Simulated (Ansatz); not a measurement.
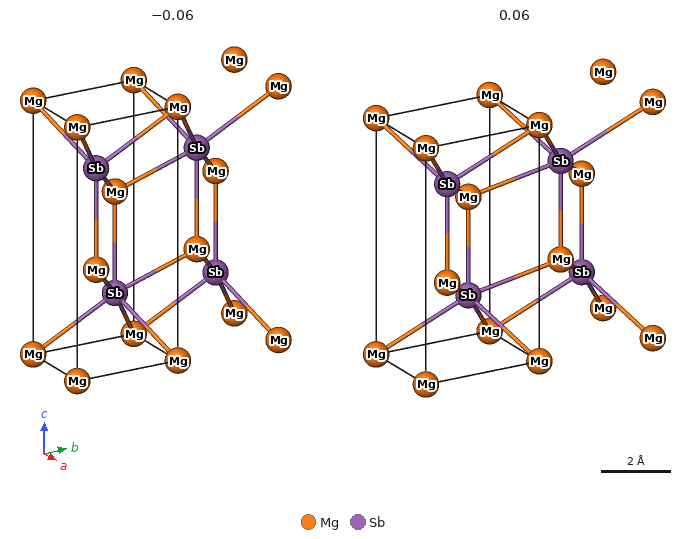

Solid Mg$_{3}$Sb$_{2}$ (set up in P-3m1), under biaxial strain in the a–b plane (c and atoms relaxed), with energies (extrapolated to zero smearing) counted from the relaxed crystal, which is the row at zero. The picture shows the first and the last member. A ball-and-stick model of the cell of the calculation, repeated 1 × 2 × 1 with one cell outlined, seen slightly off an axis.

Computed with Ansatz 0.2.0: DFT PBE, scalar-relativistic, plane waves, PAW. Settings: plane-wave cutoff 420 eV; k-point mesh 12 × 12 × 6; occupations gaussian; smearing width 0.01 eV; no spin polarisation; force threshold 0.008 eV/Å.

| strain | energy (meV/atom) | a (Å) | c (Å) |
| --- | --- | --- | --- |
| −0.06 | 68.30 | 4.318 | 7.519 |
| −0.04 | ? | ? | ? |
| −0.02 | 7.04 | 4.502 | 7.353 |
| 0.0 | 0.00 | 4.594 | 7.274 |
| 0.02 | 5.89 | 4.686 | 7.193 |
| 0.04 | 22.34 | 4.778 | 7.102 |
| 0.06 | 47.70 | 4.869 | 7.001 |

### Estimate the missing row from the others, and compare with the calculation.

A parabola through three neighbouring rows (−0.06, −0.02, 0.0) gives, with Lagrange weights, (0.3333)(68.30) + (1.0000)(7.04) + (−0.3333)(0.00) = 29.80 meV/atom. The calculation gives 29.10 meV/atom (a = 4.410 Å, c = 7.434 Å). The estimate is 0.70 meV/atom too high. From the first member to the last: Mg–Sb 3.005 → 3.230 Å, Mg–Sb 2.749 → 2.953 Å, Mg–Sb 3.006 → 2.919 Å.

The whole series:

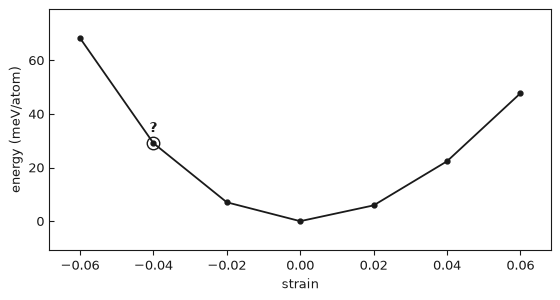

Each member starts from this one structure; whether another phase lies lower wasn't checked.
